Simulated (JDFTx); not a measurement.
```xyz
8
Lattice="5.7414 0.0000 0.0000 0.0000 0.0000 -5.7414 0.0000 5.7414 0.0000" Properties=species:S:1:pos:R:3 pbc="T T T"
In    2.8707    0.0000   -2.8707
In    0.0000    2.8707   -2.8707
In    0.0000    0.0000    0.0000
In    2.8707    2.8707    0.0000
P     4.3060    1.4353   -4.3060
P     1.4353    4.3060   -4.3060
P     1.4353    1.4353   -1.4353
P     4.3060    4.3060   -1.4353
```

Space group F-43m; computed pressure about 5 GPa in this cell.

The calculation used Kohn-Sham DFT of a periodic cell, r2SCAN, SG15-PBE-1.2 in JDFTx 1.7.0 (patched build).

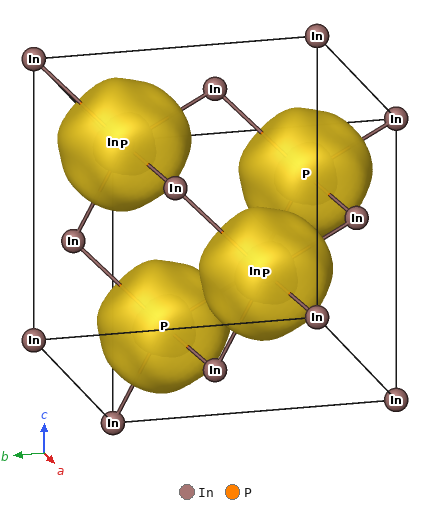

InP. Isosurface of the electron localisation function at 0.65 (yellow), seen at an oblique angle. Core shells and regions of very low density are left out. Sticks mark near contacts.

**Where are the electrons localised?**

The surface consists of four regions wrapped around P (the valence shell of each), counted in one cell of 8 atoms. Regions shared between cells count once. Along the contacts the grid gives the following. In–P (2.49 Å): the ELF peaks at about 0.90 in the valence shell of P, 0.9 Å from its nucleus, and is about 0.55 at the midpoint.

**Metal or insulator at this level of theory?**

It is gapped, with a Kohn–Sham gap of 1.1 eV on the k-point mesh (the band edges may lie off the mesh, which would make the gap smaller).
